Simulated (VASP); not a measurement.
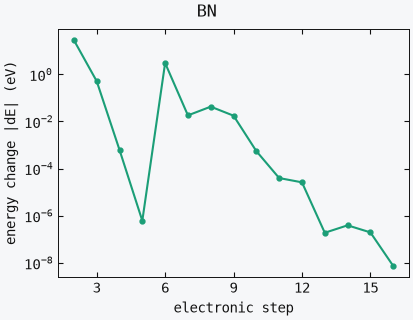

The plot shows the electronic steps of a calculation: energy change |dE|.

BN (2 atoms in the cell), run with VASP.

INCAR
```
ENCUT = 520.000000
SIGMA = 0.010000
EDIFF = 1.00e-07
ALGO = Normal
METAGGA = R2SCAN
PREC = Accurate
IBRION = -1
ISIF = 2
ISMEAR = 0
NBANDS = 11
NSW = 0
LASPH = .TRUE.
LCHARG = .FALSE.
LWAVE = .FALSE.
LREAL = .FALSE.
ISPIN = 2
MAGMOM = -0.5 -0.5
NELM = 68
```

KPOINTS
```
KPOINTS created by Atomic Simulation Environment
0
Gamma
12 12 12
0 0 0
```

POSCAR
```
B  N
 1.0000000000000000
     0.0000000000000000    1.8048254637186480    1.8048254637186480
     1.8048254637186480   -0.0000000000000000    1.8048254637186480
     1.8048254637186480    1.8048254637186480    0.0000000000000000
 B   N
   1   1
Cartesian
  0.0000000000000000  0.0000000000000000 -0.0000000000000000
  0.9024127318593240  0.9024127318593240  0.9024127318593240
```

Q: Did the calculation converge?

A: The run converged; it took 16 steps. The energy change falls unevenly and jumps up by a factor of two or more 3 times on the way down, most sharply at step 6 (by about 7 orders of magnitude). The jump at step 6 comes where the charge density, held fixed for the first 5 steps, starts to be updated.
